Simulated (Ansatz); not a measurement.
## Geometry relaxation of Ti₃O₄

System: Ti₃O₄ (I4/mmm, 7 atoms in the cell).
Method: DFT, r2SCAN, plane waves, PAW (Ansatz 0.2.0).

The structure derives from a Materials Project entry. The run did not end well. Figures and captions count atoms from 1; the log counts them from 0 in places.

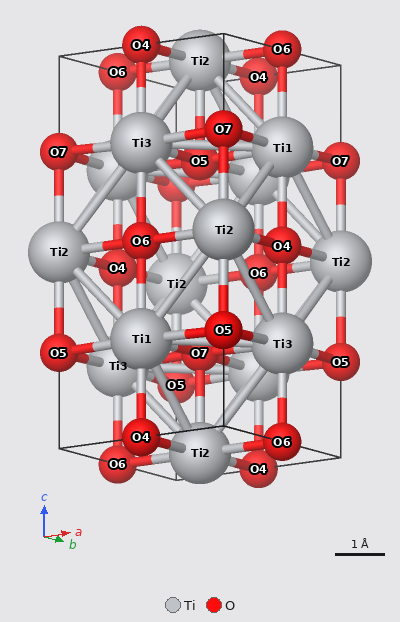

Fig. 1: The starting structure (ball-and-stick view of the cell 2 times as large as that of the calculation, set on its symmetry axes, seen at an oblique angle; atoms are numbered from 1 in the order of the input).

### Input file
```yaml
crystal:
  lattice:
    - [-2.06590889, 2.06590889, 4.08913398]
    - [2.06590889, -2.06590889, 4.08913398]
    - [2.06590889, 2.06590889, -4.08913398]
  atoms:
    - { symbol: Ti, position: [0.25, 0.75, 0.5] }
    - { symbol: Ti, position: [0.5, 0.5, 0.0] }
    - { symbol: Ti, position: [0.75, 0.25, 0.5] }
    - { symbol: O, position: [0.0, 0.5, 0.5] }
    - { symbol: O, position: [0.24411514, 0.24411514, 0.0] }
    - { symbol: O, position: [0.5, 0.0, 0.5] }
    - { symbol: O, position: [0.75588486, 0.75588486, 0.0] }
basis:
  ecutwfc: 500
kpoints:
  mp_grid: { grid: [12, 12, 12] }
hamiltonian:
  xc: r2scan
scf:
  occupations: { method: gaussian, width: 0.1 }
  mixing: { algorithm: broyden, beta: 0.95, ndim: 1, preconditioner: none }
  max_iter: 60
output:
  forces: true
  eigenvalues: true
  stress: true
relax:
  adjacent_minimum: "off"
  f_tol: 0.01
  max_steps: 80
  cell: { stress_tol: 0.05 }
```

Run as:
```bash
ansatz run input.yaml --threads 4 --pin off --max-ram 10240MiB --backend cpu --events-out ev --progress --plain --runs-dir out
```

### Output
```
The last accepted step is kept in [file] (removed where the run ends without a failure and the disk answers)
Engine: ansatz 0.2.0, x86_64-unknown-linux-gnu
Pseudopotentials: kind: paw
Pseudopotential: Ti, paw, valence charge 12, recommended cutoff 500 eV (meta_gga), Ti.paw.azcp
Pseudopotential: O, paw, valence charge 6, recommended cutoff 500 eV (meta_gga), O.paw.azcp
Functional definition: r2SCAN
  parameter k0 = 0.174
  parameter k1 = 0.065
  parameter a1 = 4.9479
  exchange = r2scan_x(k0 = k0, k1 = k1, a1 = a1)
  correlation = r2scan_c
Crystal: 7 atoms, lattice volume = 69.809 Å³
Basis set: ecut = 500 eV, 1775 PW (Γ), exchange–correlation on 160×160×160 points (64 copies of the dense FFT grid, shifted against one another)
Bands: 37, of which v1, the nominal top of the filled ones, is band 30 counted from 1 (29 counted from 0)
Symmetry: 16 space group operations
Space group: I4/mmm (ITA 139), of the structure as read, at distance tolerance 4.1e-5 Å
k-points: 163 of 1728
Non-local potential: Ti, projectors of the file, l = 0: 3, l = 1: 2, l = 2: 3, l = 3: 1
Non-local potential: O, projectors of the file, l = 0: 2, l = 1: 2, l = 2: 1
PAW form: soft (Blöchl's): semilocal exchange-correlation on the pseudo side does not see the compensation charge
PAW frozen core: Ti, regenerated for the run's functional (the file was generated under x = pbe(κ = 0.804, μ = 0.2195149727645171), c = pbe(β = 0.06672455060314922))
PAW frozen core: O, regenerated for the run's functional (the file was generated under x = pbe(κ = 0.804, μ = 0.2195149727645171), c = pbe(β = 0.06672455060314922))
PAW one-centre angular grid: Ti, 590 points (default); XC on 160 Gauss nodes
PAW one-centre angular grid: O, 302 points (default); XC on 160 Gauss nodes
Initial density: superposition of atomic densities (neutral atoms: chi_scale 0, normalization atom), corrected by the library's trained network
Initial wavefunctions: pseudopotential atomic-orbital guess
Functional: x = r2scan, c = r2scan; τ floored in thin density (d = 2e-4 eV/Å³)
SCF iter   1: F=—  HF=-9798.021761 eV  |F-HF|=—  |Δ(HF+E_count)|=         —  Δρ=2.19e-2  dr2=3.66e-1  dr2_τ=3.77e-1  ethr=1.77e-3  ⟨swp⟩=5.2  Hψ=23480  notcnv=0
SCF iter   2: F=—  HF=-9799.006594 eV  |F-HF|=—  |Δ(HF+E_count)|=   9.85e-1  Δρ=7.32e-2  dr2=4.77e0  dr2_τ=2.44e-1  ethr=6.09e-4  ⟨swp⟩=4.1  Hψ=14777  notcnv=0  defer=246  κ⁻¹=1.0e0(r=1)
SCF iter   3: F=—  HF=-9798.674257 eV  |F-HF|=—  |Δ(HF+E_count)|=   3.32e-1  Δρ=6.68e-2  dr2=5.49e0  dr2_τ=1.51e-1  ethr=6.09e-4  ⟨swp⟩=3.8  Hψ=14944  notcnv=0  defer=228  κ⁻¹=1.0e0(r=1)
SCF iter   4: F=—  HF=-9800.178951 eV  |F-HF|=—  |Δ(HF+E_count)|=    1.50e0  Δρ=1.03e-1  dr2=9.16e0  dr2_τ=4.98e-1  ethr=6.09e-4  ⟨swp⟩=4.3  Hψ=17184  notcnv=0  defer=286  κ⁻¹=1.0e0(r=1)
SCF iter   5: F=—  HF=-9801.191210 eV  |F-HF|=—  |Δ(HF+E_count)|=    1.01e0  Δρ=1.45e-1  dr2=2.04e1  dr2_τ=9.15e-1  ethr=6.09e-4  ⟨swp⟩=4.0  Hψ=17037  notcnv=0  defer=245  κ⁻¹=1.0e0(r=1)
SCF iter   6: F=—  HF=-9837.321837 eV  |F-HF|=—  |Δ(HF+E_count)|=    3.61e1  Δρ=5.89e-1  dr2=3.73e2  dr2_τ=1.18e1  ethr=6.09e-4  ⟨swp⟩=5.6  Hψ=22375  notcnv=0  defer=202  κ⁻¹=1.0e0(r=1)
SCF iter   7: F=—  HF=-9820.360365 eV  |F-HF|=—  |Δ(HF+E_count)|=    1.70e1  Δρ=3.21e-1  dr2=7.48e1  dr2_τ=5.34e0  ethr=6.09e-4  ⟨swp⟩=9.0  Hψ=23604  notcnv=0  defer=233  κ⁻¹=1.0e0(r=1)
SCF iter   8: F=—  HF=-10040.986603 eV  |F-HF|=—  |Δ(HF+E_count)|=    2.21e2  Δρ=1.27e0  dr2=1.57e3  dr2_τ=6.28e1  ethr=6.09e-4  ⟨swp⟩=8.7  Hψ=32578  notcnv=0  defer=260  κ⁻¹=1.0e0(r=1)
SCF iter   9: F=—  HF=-9819.028463 eV  |F-HF|=—  |Δ(HF+E_count)|=    2.22e2  Δρ=3.42e-1  dr2=1.22e2  dr2_τ=4.43e0  ethr=6.09e-4  ⟨swp⟩=9.4  Hψ=32172  notcnv=0  defer=365  κ⁻¹=1.0e0(r=1)
SCF iter  10: F=—  HF=-9904.330099 eV  |F-HF|=—  |Δ(HF+E_count)|=    8.53e1  Δρ=5.96e-1  dr2=2.50e2  dr2_τ=1.81e1  ethr=6.09e-4  ⟨swp⟩=11.2  Hψ=32378  notcnv=0  defer=311  κ⁻¹=1.0e0(r=1)
SCF iter  11: F=—  HF=-9939.135607 eV  |F-HF|=—  |Δ(HF+E_count)|=    3.48e1  Δρ=1.07e0  dr2=1.19e3  dr2_τ=4.50e1  ethr=6.09e-4  ⟨swp⟩=9.6  Hψ=34054  notcnv=0  defer=264  κ⁻¹=1.0e0(r=1)
SCF iter  12: F=—  HF=-10184.062497 eV  |F-HF|=—  |Δ(HF+E_count)|=    2.45e2  Δρ=1.22e0  dr2=1.57e3  dr2_τ=6.42e1  ethr=6.09e-4  ⟨swp⟩=12.8  Hψ=47743  notcnv=0  defer=336  κ⁻¹=1.0e0(r=1)
SCF iter  13: F=—  HF=-10366.477837 eV  |F-HF|=—  |Δ(HF+E_count)|=    1.82e2  Δρ=1.38e0  dr2=1.30e3  dr2_τ=9.48e1  ethr=6.09e-4  ⟨swp⟩=12.7  Hψ=58822  notcnv=0  defer=289  κ⁻¹=1.0e0(r=1)
SCF iter  14: F=—  HF=-10787.609439 eV  |F-HF|=—  |Δ(HF+E_count)|=    4.21e2  Δρ=1.91e0  dr2=3.94e3  dr2_τ=1.46e2  ethr=6.09e-4  ⟨swp⟩=16.0  Hψ=75896  notcnv=0  defer=331  κ⁻¹=1.0e0(r=1)
SCF iter  15: F=—  HF=-10994.201920 eV  |F-HF|=—  |Δ(HF+E_count)|=    2.07e2  Δρ=1.91e0  dr2=3.90e3  dr2_τ=2.02e2  ethr=6.09e-4  ⟨swp⟩=17.3  Hψ=106015  notcnv=0  defer=461  κ⁻¹=1.0e0(r=1)
SCF iter  16: F=—  HF=-10622.977917 eV  |F-HF|=—  |Δ(HF+E_count)|=    3.71e2  Δρ=1.65e0  dr2=1.88e3  dr2_τ=1.36e2  ethr=6.09e-4  ⟨swp⟩=14.3  Hψ=72360  notcnv=0  defer=285  κ⁻¹=1.0e0(r=1)
SCF iter  17: F=—  HF=-11376.181892 eV  |F-HF|=—  |Δ(HF+E_count)|=    7.53e2  Δρ=2.19e0  dr2=5.13e3  dr2_τ=2.11e2  ethr=6.09e-4  ⟨swp⟩=18.3  Hψ=101248  notcnv=0  defer=376  κ⁻¹=1.0e0(r=1)
SCF iter  18: F=—  HF=-11106.628755 eV  |F-HF|=—  |Δ(HF+E_count)|=    2.70e2  Δρ=1.96e0  dr2=4.16e3  dr2_τ=2.19e2  ethr=6.09e-4  ⟨swp⟩=18.8  Hψ=118087  notcnv=0  defer=531  κ⁻¹=1.0e0(r=1)
SCF iter  19: F=—  HF=-10738.222748 eV  |F-HF|=—  |Δ(HF+E_count)|=    3.68e2  Δρ=1.76e0  dr2=2.19e3  dr2_τ=1.59e2  ethr=6.09e-4  ⟨swp⟩=14.6  Hψ=74616  notcnv=0  defer=319  κ⁻¹=1.0e0(r=1)
SCF iter  20: F=—  HF=-11333.059422 eV  |F-HF|=—  |Δ(HF+E_count)|=    5.95e2  Δρ=2.18e0  dr2=5.07e3  dr2_τ=2.10e2  ethr=6.09e-4  ⟨swp⟩=19.2  Hψ=104629  notcnv=0  defer=343  κ⁻¹=1.0e0(r=1)
SCF iter  21: F=—  HF=-11462.299066 eV  |F-HF|=—  |Δ(HF+E_count)|=    1.29e2  Δρ=2.11e0  dr2=4.92e3  dr2_τ=2.76e2  ethr=6.09e-4  ⟨swp⟩=19.8  Hψ=124904  notcnv=0  defer=600  κ⁻¹=1.0e0(r=1)
SCF iter  22: F=—  HF=-10808.648988 eV  |F-HF|=—  |Δ(HF+E_count)|=    6.54e2  Δρ=1.83e0  dr2=2.40e3  dr2_τ=1.72e2  ethr=6.09e-4  ⟨swp⟩=14.9  Hψ=77114  notcnv=0  defer=349  κ⁻¹=1.0e0(r=1)
SCF iter  23: F=—  HF=-11610.468766 eV  |F-HF|=—  |Δ(HF+E_count)|=    8.02e2  Δρ=2.27e0  dr2=5.48e3  dr2_τ=2.36e2  ethr=6.09e-4  ⟨swp⟩=19.2  Hψ=108922  notcnv=1  defer=408  κ⁻¹=1.0e0(r=1)
SCF iter  24: F=—  HF=-11355.429902 eV  |F-HF|=—  |Δ(HF+E_count)|=    2.55e2  Δρ=2.09e0  dr2=4.77e3  dr2_τ=2.68e2  ethr=6.09e-4  ⟨swp⟩=19.9  Hψ=128162  notcnv=0  defer=595  κ⁻¹=1.0e0(r=1)
SCF iter  25: F=—  HF=-10873.341999 eV  |F-HF|=—  |Δ(HF+E_count)|=    4.82e2  Δρ=1.89e0  dr2=2.62e3  dr2_τ=1.86e2  ethr=6.09e-4  ⟨swp⟩=15.1  Hψ=77420  notcnv=0  defer=348  κ⁻¹=1.0e0(r=1)
SCF iter  26: F=—  HF=-11437.010363 eV  |F-HF|=—  |Δ(HF+E_count)|=    5.64e2  Δρ=2.22e0  dr2=5.23e3  dr2_τ=2.24e2  ethr=6.09e-4  ⟨swp⟩=18.6  Hψ=106576  notcnv=0  defer=359  κ⁻¹=1.0e0(r=1)
SCF iter  27: F=—  HF=-11720.568479 eV  |F-HF|=—  |Δ(HF+E_count)|=    2.84e2  Δρ=2.27e0  dr2=5.81e3  dr2_τ=3.36e2  ethr=6.09e-4  ⟨swp⟩=20.6  Hψ=130481  notcnv=0  defer=617  κ⁻¹=1.0e0(r=1)
SCF iter  28: F=—  HF=-10958.408338 eV  |F-HF|=—  |Δ(HF+E_count)|=    7.62e2  Δρ=1.97e0  dr2=2.94e3  dr2_τ=2.04e2  ethr=6.09e-4  ⟨swp⟩=16.0  Hψ=78977  notcnv=0  defer=348  κ⁻¹=1.0e0(r=1)
SCF iter  29: F=—  HF=-11907.903708 eV  |F-HF|=—  |Δ(HF+E_count)|=    9.49e2  Δρ=2.43e0  dr2=6.46e3  dr2_τ=2.72e2  ethr=6.09e-4  ⟨swp⟩=19.5  Hψ=114611  notcnv=0  defer=346  κ⁻¹=1.0e0(r=1)
SCF iter  30: F=—  HF=-11711.278380 eV  |F-HF|=—  |Δ(HF+E_count)|=    1.97e2  Δρ=2.39e0  dr2=6.30e3  dr2_τ=3.84e2  ethr=6.09e-4  ⟨swp⟩=21.8  Hψ=133949  notcnv=0  defer=476  κ⁻¹=1.0e0(r=1)
SCF iter  31: F=—  HF=-11206.447004 eV  |F-HF|=—  |Δ(HF+E_count)|=    5.05e2  Δρ=2.15e0  dr2=3.70e3  dr2_τ=2.65e2  ethr=6.09e-4  ⟨swp⟩=16.3  Hψ=88665  notcnv=0  defer=314  κ⁻¹=1.0e0(r=1)
SCF iter  32: F=—  HF=-12209.472697 eV  |F-HF|=—  |Δ(HF+E_count)|=    1.00e3  Δρ=2.46e0  dr2=6.84e3  dr2_τ=2.86e2  ethr=6.09e-4  ⟨swp⟩=20.4  Hψ=119233  notcnv=0  defer=371  κ⁻¹=1.0e0(r=1)
SCF iter  33: F=—  HF=-11858.995188 eV  |F-HF|=—  |Δ(HF+E_count)|=    3.50e2  Δρ=2.51e0  dr2=6.94e3  dr2_τ=4.53e2  ethr=6.09e-4  ⟨swp⟩=20.7  Hψ=139531  notcnv=0  defer=343  κ⁻¹=1.0e0(r=1)
SCF iter  34: F=—  HF=-11330.218403 eV  |F-HF|=—  |Δ(HF+E_count)|=    5.29e2  Δρ=2.24e0  dr2=4.17e3  dr2_τ=2.99e2  ethr=6.09e-4  ⟨swp⟩=17.0  Hψ=93494  notcnv=0  defer=389  κ⁻¹=1.0e0(r=1)
SCF iter  35: F=—  HF=-12411.996453 eV  |F-HF|=—  |Δ(HF+E_count)|=    1.08e3  Δρ=2.50e0  dr2=7.09e3  dr2_τ=3.06e2  ethr=6.09e-4  ⟨swp⟩=21.0  Hψ=121052  notcnv=0  defer=405  κ⁻¹=1.0e0(r=1)
SCF iter  36: F=—  HF=-11965.238182 eV  |F-HF|=—  |Δ(HF+E_count)|=    4.47e2  Δρ=2.59e0  dr2=7.45e3  dr2_τ=5.15e2  ethr=6.09e-4  ⟨swp⟩=20.1  Hψ=140519  notcnv=0  defer=393  κ⁻¹=1.0e0(r=1)
SCF iter  37: F=—  HF=-11433.586726 eV  |F-HF|=—  |Δ(HF+E_count)|=    5.32e2  Δρ=2.31e0  dr2=4.52e3  dr2_τ=3.29e2  ethr=6.09e-4  ⟨swp⟩=17.2  Hψ=95018  notcnv=0  defer=428  κ⁻¹=1.0e0(r=1)
```

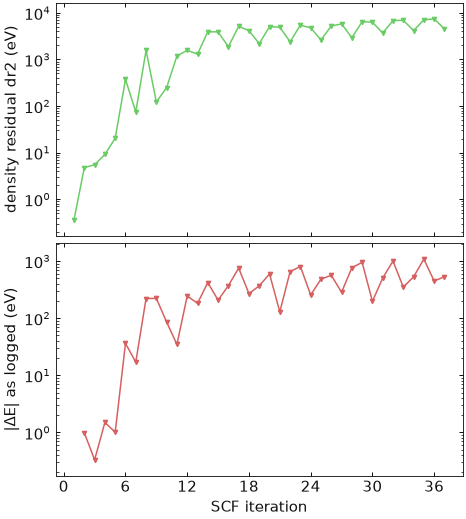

Fig. 2: Convergence of the self-consistent field: density residual dr2 and size of the energy change against the SCF iteration. The run ended after 37 iterations.

### What the run reported

- outcome: stopped at the time limit
- space group (tolerance 0.01 Å): I4/mmm (139)
- hardware: 4 threads of AMD EPYC (Zen 5), 176 GiB of memory available, shared host
- wall time: 1.9 min (CPU time 7.4 min)
- peak memory: 1 GiB

This input holds a deliberate fault: mixing far too strong (`scf.mixing`). Undamped mixing lets the charge slosh. The run was cut off by its time limit, so the output is incomplete.
